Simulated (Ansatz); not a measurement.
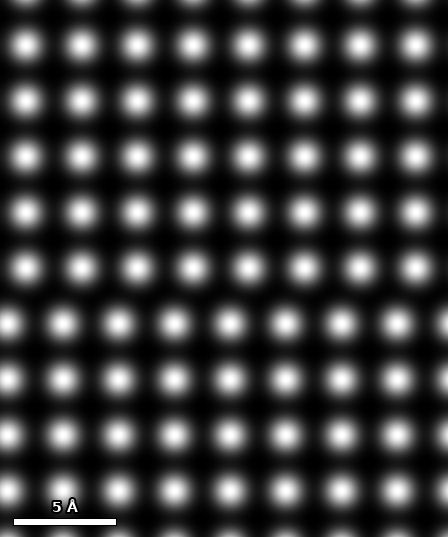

Dark-field STEM-like image of Al (Pm-3m, No. 221) along [001]. Simulated incoherent Z contrast: every atom adds Z^1.8 spread by a probe of 1.30 Å full width; channelling and multiple scattering are left out. The probe carries 25 % of its weight in a tail 2.5 times as wide.

One planar defect was built into the perfect crystal by geometry alone, without relaxation. Host structure: the input geometry of a calculation; the starting structure was generated, so it need not be a known form of this composition.

**Find the planar defect and say what kind it is.**

A planar fault (a stacking fault) runs horizontally about 15 Å below the top edge. The part above it is shifted along the boundary by 1/3 of the 2.74 Å repeat of the rows (0.9 Å to the right, the same as 1.8 Å to the left); both parts keep the same orientation.
